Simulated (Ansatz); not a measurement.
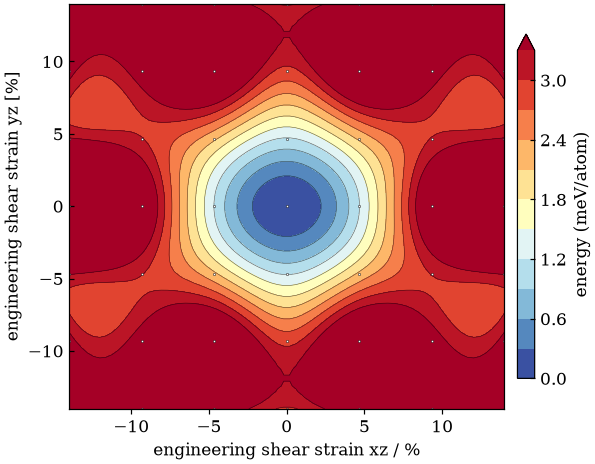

WS2 (P6_3/mmc, No. 194; 6 atoms in the cell). The energy is mapped over two homogeneous strains (x along [1 0 0], y along [1 2 0], z along [0 0 1] of the conventional cell). The first coordinate is: engineering shear strain xz; the second: engineering shear strain yz. Relaxed at each point: the atoms inside the fixed cell. The scan uses a 7 × 7 grid; 16 points were computed and 33 follow by symmetry. Points are written as (first, second). All energies are given in meV/atom relative to the lowest grid point. The calculation used DFT PBEsol, scalar-relativistic, plane waves, PAW in Ansatz 0.2.0. Settings: cutoff 420 eV, k-mesh 12×12×2 in the order of the run's cell vectors, gaussian smearing 0.05 eV, no spin polarisation.

In the figure: filled contours, dots at the grid points, one colour for all values above the top of the scale. Between grid points the surface is interpolated.

**Where is the minimum, and how stiff is the crystal against these two strains (in GPa)?**

The interpolated minimum is at 0.0 % and 0.0 %. Divided by the cell volume of 108.8 Å³, the second derivatives of the energy there are about 10 GPa along the first strain and 12 GPa along the second, with a cross term of about 0 GPa (relaxed ions). Round the minimum the two coordinates are nearly uncoupled.

PAW datasets: the set soft_1.
